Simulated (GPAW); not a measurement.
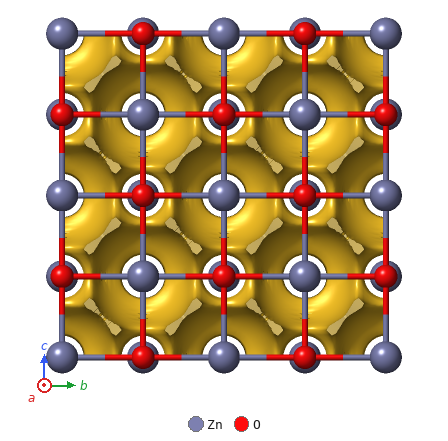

The yellow surface encloses the points that the centre of a probe sphere of radius 0.25 Å can occupy in ZnO (Fm-3m, No. 225), computed on a grid of about 0.12 Å (2×2×2 cells shown, view along the a axis; pale faces close the region where the box cuts it).

Atoms are hard spheres with covalent radii (Cordero): Zn 1.22 Å, O 0.66 Å.

Origin of the cell: a cell listed in the Materials Project, as set up for an electronic-structure calculation.

```yaml
crystal:
  lattice:
    - [4.33888, 0.00000, 0.00000]
    - [0.00000, 4.33888, 0.00000]
    - [0.00000, 0.00000, 4.33888]
  atoms:
    - { symbol: Zn, position: [0.00000, 0.00000, 0.00000] }
    - { symbol: O, position: [0.50000, 0.00000, 0.00000] }
    - { symbol: Zn, position: [0.00000, 0.50000, 0.50000] }
    - { symbol: O, position: [0.50000, 0.50000, 0.50000] }
    - { symbol: Zn, position: [0.50000, 0.00000, 0.50000] }
    - { symbol: O, position: [0.00000, 0.00000, 0.50000] }
    - { symbol: Zn, position: [0.50000, 0.50000, 0.00000] }
    - { symbol: O, position: [0.00000, 0.50000, 0.00000] }
```

Question: Do these regions connect?

Answer: Where they connect, they form a three-dimensional network.

Question: What share of the cell can the probe's centre reach?

Answer: About 22 % of the volume (18 Å³ of 81.7 Å³).

Question: Give the largest included and the largest free sphere.

Answer: The largest sphere that fits anywhere has a diameter of 1.32 Å; the largest that can travel through the crystal, about 0.8 Å.

Question: How does the connectivity change as the probe shrinks?

Answer: Below a radius of about 0.39 Å the space forms a three-dimensional network. These are grid estimates, good to about 0.05 Å.
